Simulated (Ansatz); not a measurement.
NbN: geometry relaxation (part 1 of 2)

System: NbN (Fm-3m, 2 atoms in the cell).
Method: DFT PBE, scalar-relativistic, plane waves, PAW, no spin polarisation (Ansatz 0.2.0).

The structure derives from an entry of the Crystallography Open Database. Figures and captions count atoms from 1; the log counts them from 0 in places.

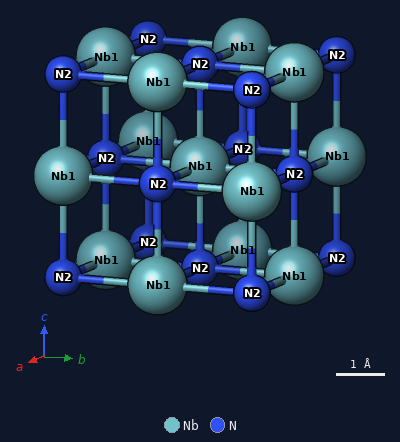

The input geometry (ball-and-stick view of the cell 4 times as large as that of the calculation, set on its symmetry axes, seen at an oblique angle; atoms are numbered from 1 in the order of the input). An atom can appear more than once, as a periodic image.

## Summary

| quantity | value |
| --- | --- |
| outcome | converged |
| space group (tolerance 0.01 Å) | Fm-3m (225) |
| electrons treated | 18 |
| free energy | −4938.2107 eV |
| Fermi energy | 20.174 eV |
| gap on the k-point mesh | none (metallic) |
| pressure | 0.00 GPa |
| final volume | 21.61 Å³ |
| largest force (length of the vector) at the end | under 0.001 eV/Å |
| final cell | a = 3.127 Å, b = 3.127 Å, c = 3.127 Å, α = 60.00°, β = 60.00°, γ = 60.00° |
| hardware | 4 threads of Intel Xeon (Granite Rapids), 16 GiB of memory available, shared host |
| wall time | 3.4 s (CPU time 12 s) |
| peak memory | 0.42 GiB |

## Input file
```yaml
crystal:
  lattice:
    - [0.0, 2.1945, 2.1945]
    - [2.1945, 0.0, 2.1945]
    - [2.1945, 2.1945, 0.0]
  atoms:
    - { symbol: Nb, position: [0.5, 0.5, 0.5] }
    - { symbol: "N", position: [0.0, 0.0, 0.0] }
basis:
  ecutwfc: 420
kpoints:
  mp_grid: { grid: [16, 16, 16] }
hamiltonian:
  xc: pbe
scf:
  occupations: { method: gaussian, width: 0.1 }
output:
  forces: true
  stress: true
  eigenvalues: true
  write_density: true
  write_potential: true
  elf: true
  volumetric_format: npy
relax:
  adjacent_minimum: "off"
  f_tol: 0.005
  max_steps: 80
  cell: { stress_tol: 0.05 }
```

Launched with:
```bash
ansatz run input.yaml --threads 4 --pin off --max-ram 11264MiB --backend cpu --events-out ev --progress --plain --runs-dir out
```

## The program's output
```
Engine: ansatz 0.2.0, x86_64-unknown-linux-gnu
Pseudopotentials: kind: paw
Pseudopotential: Nb, paw, valence charge 13, recommended cutoff 420 eV (normal), Nb.paw.azcp
Pseudopotential: N, paw, valence charge 5, recommended cutoff 420 eV (normal), N.paw.azcp
Functional definition: PBE
  parameter kappa = 0.804
  parameter beta = 0.06672455060314922
  exchange = pbe_x(kappa = kappa, mu = beta*pi^2/3)
  correlation = pbe_c(beta = beta)
Crystal: 2 atoms, lattice volume = 21.137 Å³
Basis set: ecut = 420 eV, 411 PW (Γ), exchange–correlation on 48×48×48 points (8 copies of the dense FFT grid, shifted against one another)
Bands: 13, of which v1, the nominal top of the filled ones, is band 9 counted from 1 (8 counted from 0)
Symmetry: 48 space group operations
Space group: Fm-3m (ITA 225), of the structure as read, at distance tolerance 2.8e-5 Å
k-points: 145 of 4096
Non-local potential: Nb, projectors of the file, l = 0: 3, l = 1: 2, l = 2: 2, l = 3: 1
Non-local potential: N, projectors of the file, l = 0: 2, l = 1: 2, l = 2: 1
PAW form: soft (Blöchl's): semilocal exchange-correlation on the pseudo side does not see the compensation charge
PAW one-centre angular grid: Nb, 590 points (default); XC on 64 Gauss nodes
PAW one-centre angular grid: N, 110 points (default); XC on 64 Gauss nodes
Initial density: superposition of atomic densities (neutral atoms: chi_scale 0, normalization atom), corrected by the library's trained network
Initial wavefunctions: pseudopotential atomic-orbital guess
Functional: x = pbe(κ = 0.804, μ = 0.2195149727645171), c = pbe(β = 0.06672455060314922)
SCF iter   1: F=—  HF=-4938.200195 eV  |F-HF|=—  |Δ(HF+E_count)|=         —  Δρ=2.07e-3  dr2=4.31e-4  ethr=1.77e-3  ⟨swp⟩=5.1  Hψ=21865  notcnv=0  defer=15
automatic band count: the SCF goes on with 17 bands, as 13 were too few: the levels above may hold too much charge
preconditioner: auto → none  [metal: Δε(μ)=0.020 eV  Ē_g=15.053 eV  σ=0.100 eV  W_gap=0.11  n_scr=8 (ndim 8)  ℏωp=25.5 eV  f_vac=0.000  D(μ)=1.24/eV (n_scr^D=14)  sad-step TF]
SCF iter   2: F=—  HF=-4938.200274 eV  |F-HF|=—  |Δ(HF+E_count)|=   7.92e-5  Δρ=1.21e-3  dr2=1.63e-4  ethr=2.40e-6  ⟨swp⟩=2.6  Hψ=4679  notcnv=0  defer=16
SCF iter   3: F=—  HF=-4938.200360 eV  |F-HF|=—  |Δ(HF+E_count)|=   8.58e-5  Δρ=1.93e-4  dr2=7.26e-6  ethr=9.08e-7  ⟨swp⟩=2.5  Hψ=2612  notcnv=0  defer=16
SCF iter   4: F=—  HF=-4938.200355 eV  |F-HF|=—  |Δ(HF+E_count)|=   4.79e-6  Δρ=4.85e-5  dr2=1.75e-7  ethr=4.03e-8  ⟨swp⟩=2.5  Hψ=3059  notcnv=0  defer=16
iter 5 did not close the SCF: its close was put off for the readings that it lacked (scf_convergence_deferred on its scf_iter line)
SCF iter   5: F=-4938.200356 eV  HF=-4938.200356 eV  |F-HF|=3.90e-9  |Δ(HF+E_count)|=   2.98e-7  Δρ=7.24e-6  dr2=5.76e-9  ethr=9.74e-10  ⟨swp⟩=2.6  Hψ=3078  notcnv=0  defer=16
SCF iter   6: F=-4938.200356 eV  HF=-4938.200356 eV  |F-HF|=5.48e-10  |Δ(HF+E_count)|=   1.13e-9  Δρ=2.36e-6  dr2=6.95e-10  ethr=3.20e-11  ⟨swp⟩=7.6  Hψ=12845  notcnv=0
SCF 1 converged in 6 iterations: F = -4938.200356 eV  dr2 = 6.95e-10
  greatest PAW one-centre occupation: 0.998 electrons in one spin orbital (limit 2), on the Nb atom at site 0 (counted from 0), in its partial waves of l = 0
relax step   1: F+E_penalty+E_count = -4938.20035571 eV  Δ(F+E_penalty+E_count) = +0.000e0 eV  max|allowed force component| = 2.340e-29 eV/Å  Δτ_max = 0.0000 Å  P = +7.142 GPa  Ω = 21.137 Å³  (6 SCF iters, dr2 threshold 1.00e-7 eV, accepted)
Crystal: 2 atoms, lattice volume = 21.749 Å³
Bands: 17, of which v1, the nominal top of the filled ones, is band 9 counted from 1 (8 counted from 0)
Initial density: handed on by an earlier stage of this run
Initial wavefunctions: those handed on with the density
iter 1 solved again at ethr=5.48e-5 eV; its pass at ethr=3.10e-3 eV (dr2=9.87e-3 eV) is discarded
SCF iter   1: F=—  HF=-4938.210153 eV  |F-HF|=—  |Δ(HF+E_count)|=         —  Δρ=6.39e-3  dr2=9.69e-3  ethr=5.48e-5  ⟨swp⟩=1.3  Hψ=14102  notcnv=0
preconditioner: auto → none  [metal: Δε(μ)=0.015 eV  Ē_g=14.693 eV  σ=0.100 eV  W_gap=0.09  n_scr=8 (ndim 8)  ℏωp=25.2 eV  f_vac=0.000  D(μ)=1.31/eV (n_scr^D=14)]
SCF iter   2: F=—  HF=-4938.208433 eV  |F-HF|=—  |Δ(HF+E_count)|=   1.72e-3  Δρ=2.78e-3  dr2=2.07e-3  ethr=5.38e-5  ⟨swp⟩=1.0  Hψ=2465  notcnv=0
SCF iter   3: F=—  HF=-4938.208007 eV  |F-HF|=—  |Δ(HF+E_count)|=   4.26e-4  Δρ=3.01e-4  dr2=1.34e-5  ethr=1.15e-5  ⟨swp⟩=1.1  Hψ=2533  notcnv=0
SCF iter   4: F=—  HF=-4938.208005 eV  |F-HF|=—  |Δ(HF+E_count)|=   1.81e-6  Δρ=4.83e-5  dr2=3.31e-7  ethr=7.47e-8  ⟨swp⟩=2.3  Hψ=3072  notcnv=0
iter 5 did not close the SCF: its close was put off for the readings that it lacked (scf_convergence_deferred on its scf_iter line)
SCF iter   5: F=-4938.208005 eV  HF=-4938.208005 eV  |F-HF|=2.49e-9  |Δ(HF+E_count)|=   4.19e-8  Δρ=5.61e-6  dr2=1.31e-9  ethr=1.84e-9  ⟨swp⟩=2.6  Hψ=3730  notcnv=0
SCF iter   6: F=-4938.208005 eV  HF=-4938.208005 eV  |F-HF|=4.55e-12  |Δ(HF+E_count)|=   2.69e-9  Δρ=4.25e-7  dr2=2.16e-11  ethr=7.25e-12  ⟨swp⟩=4.0  Hψ=10141  notcnv=0
SCF 2 converged in 6 iterations: F = -4938.208005 eV  dr2 = 2.16e-11
relax step   2: F+E_penalty+E_count = -4938.20800499 eV  Δ(F+E_penalty+E_count) = -7.649e-3 eV  max|allowed force component| = 1.193e-29 eV/Å  Δτ_max = 0.0000 Å  P = -2.059 GPa  Ω = 21.749 Å³  energy of the carried Pulay correction = -1.623e-3 eV  (6 SCF iters, dr2 threshold 2.00e-7 eV, accepted)
Crystal: 2 atoms, lattice volume = 21.609 Å³
iter 1 solved again at ethr=2.67e-6 eV; its pass at ethr=3.10e-3 eV (dr2=4.81e-4 eV) is discarded
SCF iter   1: F=—  HF=-4938.209416 eV  |F-HF|=—  |Δ(HF+E_count)|=         —  Δρ=1.41e-3  dr2=4.65e-4  ethr=2.67e-6  ⟨swp⟩=1.6  Hψ=12168  notcnv=0
preconditioner: auto → none  [metal: Δε(μ)=0.010 eV  Ē_g=14.804 eV  σ=0.100 eV  W_gap=0.05  n_scr=8 (ndim 8)  ℏωp=25.3 eV  f_vac=0.000  D(μ)=1.27/eV (n_scr^D=14)]
SCF iter   2: F=—  HF=-4938.209333 eV  |F-HF|=—  |Δ(HF+E_count)|=   8.28e-5  Δρ=6.06e-4  dr2=9.78e-5  ethr=2.58e-6  ⟨swp⟩=1.0  Hψ=2465  notcnv=0
SCF iter   3: F=—  HF=-4938.209309 eV  |F-HF|=—  |Δ(HF+E_count)|=   2.35e-5  Δρ=6.76e-5  dr2=6.21e-7  ethr=5.43e-7  ⟨swp⟩=1.1  Hψ=2526  notcnv=0
iter 4 did not close the SCF: its close was put off for the readings that it lacked (scf_convergence_deferred on its scf_iter line)
SCF iter   4: F=-4938.209310 eV  HF=-4938.209310 eV  |F-HF|=5.58e-9  |Δ(HF+E_count)|=   3.58e-8  Δρ=1.15e-5  dr2=1.97e-8  ethr=3.45e-9  ⟨swp⟩=2.5  Hψ=3452  notcnv=0
iter 5 did not close the SCF: its close was put off for the readings that it lacked (scf_convergence_deferred on its scf_iter line)
SCF iter   5: F=-4938.209310 eV  HF=-4938.209310 eV  |F-HF|=1.30e-10  |Δ(HF+E_count)|=   1.45e-9  Δρ=1.23e-6  dr2=6.85e-11  ethr=1.10e-10  ⟨swp⟩=2.7  Hψ=3723  notcnv=0
SCF iter   6: F=-4938.209310 eV  HF=-4938.209310 eV  |F-HF|=1.82e-12  |Δ(HF+E_count)|=  1.42e-10  Δρ=8.94e-8  dr2=8.10e-13  ethr=1.00e-12  ⟨swp⟩=3.6  Hψ=8952  notcnv=0
SCF 3 converged in 6 iterations: F = -4938.209310 eV  dr2 = 8.10e-13
relax step   3: F+E_penalty+E_count = -4938.20930951 eV  Δ(F+E_penalty+E_count) = -1.305e-3 eV  max|allowed force component| = 4.930e-29 eV/Å  Δτ_max = 0.0000 Å  P = -0.074 GPa  Ω = 21.609 Å³  energy of the carried Pulay correction = -1.256e-3 eV  (6 SCF iters, dr2 threshold 2.00e-7 eV, accepted)
Crystal: 2 atoms, lattice volume = 21.604 Å³
iter 1 solved again at ethr=3.74e-9 eV; its pass at ethr=3.10e-3 eV (dr2=6.74e-7 eV) is discarded
SCF iter   1: F=—  HF=-4938.209327 eV  |F-HF|=—  |Δ(HF+E_count)|=         —  Δρ=5.27e-5  dr2=6.51e-7  ethr=3.74e-9  ⟨swp⟩=1.0  Hψ=11874  notcnv=0
preconditioner: auto → none  [metal: Δε(μ)=0.011 eV  Ē_g=14.800 eV  σ=0.100 eV  W_gap=0.06  n_scr=8 (ndim 8)  ℏωp=25.3 eV  f_vac=0.000  D(μ)=1.27/eV (n_scr^D=14)]
SCF iter   2: F=—  HF=-4938.209324 eV  |F-HF|=—  |Δ(HF+E_count)|=   3.12e-6  Δρ=2.26e-5  dr2=1.35e-7  ethr=3.62e-9  ⟨swp⟩=1.0  Hψ=2465  notcnv=0
iter 3 did not close the SCF: its close was put off for the readings that it lacked (scf_convergence_deferred on its scf_iter line)
SCF iter   3: F=-4938.209324 eV  HF=-4938.209324 eV  |F-HF|=3.64e-10  |Δ(HF+E_count)|=   2.80e-8  Δρ=2.57e-6  dr2=9.62e-10  ethr=7.52e-10  ⟨swp⟩=1.1  Hψ=2531  notcnv=0
iter 4 did not close the SCF: its close was put off for the readings that it lacked (scf_convergence_deferred on its scf_iter line)
SCF iter   4: F=-4938.209324 eV  HF=-4938.209324 eV  |F-HF|=6.37e-12  |Δ(HF+E_count)|=  5.09e-11  Δρ=4.20e-7  dr2=2.46e-11  ethr=5.34e-12  ⟨swp⟩=2.4  Hψ=3336  notcnv=0
iter 5 did not close the SCF: its close was put off for the readings that it lacked (scf_convergence_deferred on its scf_iter line)
SCF iter   5: F=-4938.209324 eV  HF=-4938.209324 eV  |F-HF|=9.09e-13  |Δ(HF+E_count)|=  2.73e-12  Δρ=4.56e-8  dr2=8.78e-14  ethr=1.00e-12  ⟨swp⟩=1.0  Hψ=2465  notcnv=0
SCF iter   6: F=-4938.209324 eV  HF=-4938.209324 eV  |F-HF|=0.00e0  |Δ(HF+E_count)|=  9.09e-13  Δρ=6.79e-9  dr2=7.20e-15  ethr=1.00e-12  ⟨swp⟩=3.0  Hψ=7899  notcnv=0
SCF 4 converged in 6 iterations: F = -4938.209324 eV  dr2 = 7.20e-15
relax step   4: F+E_penalty+E_count = -4938.20932432 eV  Δ(F+E_penalty+E_count) = -1.481e-5 eV  max|allowed force component| = 6.393e-30 eV/Å  Δτ_max = 0.0000 Å  P = +0.001 GPa  Ω = 21.604 Å³  energy of the carried Pulay correction = -1.242e-3 eV  (6 SCF iters, accepted)
Initial wavefunctions: pseudopotential atomic-orbital guess (no wavefunctions were taken with the density)
iter 1 solved again at ethr=6.78e-8 eV; its pass at ethr=3.10e-3 eV (dr2=1.22e-5 eV) is discarded
SCF iter   1: F=—  HF=-4938.210750 eV  |F-HF|=—  |Δ(HF+E_count)|=         —  Δρ=1.35e-4  dr2=6.39e-7  ethr=6.78e-8  ⟨swp⟩=3.0  Hψ=17875  notcnv=0
SCF iter   2: F=—  HF=-4938.210748 eV  |F-HF|=—  |Δ(HF+E_count)|=   1.82e-6  Δρ=6.39e-5  dr2=1.09e-7  ethr=3.55e-9  ⟨swp⟩=2.3  Hψ=3131  notcnv=0
SCF iter   3: F=—  HF=-4938.210748 eV  |F-HF|=—  |Δ(HF+E_count)|=   4.35e-7  Δρ=6.20e-6  dr2=1.50e-9  ethr=6.08e-10  ⟨swp⟩=2.0  Hψ=3186  notcnv=0
SCF iter   4: F=—  HF=-4938.210748 eV  |F-HF|=—  |Δ(HF+E_count)|=   4.35e-9  Δρ=3.78e-7  dr2=2.51e-11  ethr=8.35e-12  ⟨swp⟩=2.0  Hψ=3109  notcnv=0
iter 5 did not close the SCF: its close was put off for the readings that it lacked (scf_convergence_deferred on its scf_iter line)
SCF iter   5: F=-4938.210748 eV  HF=-4938.210748 eV  |F-HF|=9.09e-13  |Δ(HF+E_count)|=  6.37e-12  Δρ=8.90e-8  dr2=1.05e-12  ethr=1.00e-12  ⟨swp⟩=1.0  Hψ=2466  notcnv=0
iter 6 did not close the SCF: its close was put off for the readings that it lacked (scf_convergence_deferred on its scf_iter line)
SCF iter   6: F=-4938.210748 eV  HF=-4938.210748 eV  |F-HF|=9.09e-13  |Δ(HF+E_count)|=    0.00e0  Δρ=1.28e-8  dr2=2.68e-14  ethr=1.00e-12  ⟨swp⟩=1.0  Hψ=2465  notcnv=0
iter 7 did not close the SCF: its close was put off for the readings that it lacked (scf_convergence_deferred on its scf_iter line)
SCF iter   7: F=-4938.210748 eV  HF=-4938.210748 eV  |F-HF|=1.82e-12  |Δ(HF+E_count)|=  9.09e-13  Δρ=1.20e-9  dr2=1.06e-16  ethr=1.00e-12  ⟨swp⟩=1.0  Hψ=2465  notcnv=0
iter 8 did not close the SCF: its close was put off for the readings that it lacked (scf_convergence_deferred on its scf_iter line)
SCF iter   8: F=-4938.210748 eV  HF=-4938.210748 eV  |F-HF|=9.09e-13  |Δ(HF+E_count)|=  1.82e-12  Δρ=4.06e-10  dr2=2.78e-17  ethr=1.00e-12  ⟨swp⟩=1.0  Hψ=2465  notcnv=0
SCF iter   9: F=-4938.210748 eV  HF=-4938.210748 eV  |F-HF|=1.82e-12  |Δ(HF+E_count)|=  9.09e-13  Δρ=7.70e-11  dr2=8.54e-19  ethr=1.00e-12  ⟨swp⟩=1.1  Hψ=5538  notcnv=0
SCF 5 converged in 9 iterations: F = -4938.210748 eV  dr2 = 8.54e-19
relax step   5: F+E_penalty+E_count = -4938.21074829 eV  Δ(F+E_penalty+E_count) = -1.424e-3 eV  max|allowed force component| = 1.229e-29 eV/Å  Δτ_max = 0.0000 Å  P = +0.097 GPa  Ω = 21.604 Å³  stress off target by 9.68e-2 GPa  SCF on the basis re-selected at this cell (its energy is not comparable with the rows above)  (9 SCF iters)
basis re-selected at this cell: Δ(F+E_penalty+E_count) = -1.424e-3 eV, ΔP = +0.096 GPa vs the last step (what re-selecting the basis moved, of the pressure what is left beyond the Pulay correction that the steps carried, after the strain that the cell walked since its last selection, with what the two solves' SCF thresholds leave and, on support functions, any second-order correction that the steps lacked; it is no measure of the basis error at this ecutwfc). This SCF's stress stands 9.68e-2 GPa from its target on what of the cell is left free (relax.cell.stress_tol is 5.00e-2 GPa) and its largest allowed force component is 1.23e-29 eV/Å (relax.f_tol is 5.00e-3 eV/Å): not within both, so this SCF does not close the relaxation
Crystal: 2 atoms, lattice volume = 21.610 Å³
iter 1 solved again at ethr=6.21e-9 eV; its pass at ethr=3.10e-3 eV (dr2=1.12e-6 eV) is discarded
```
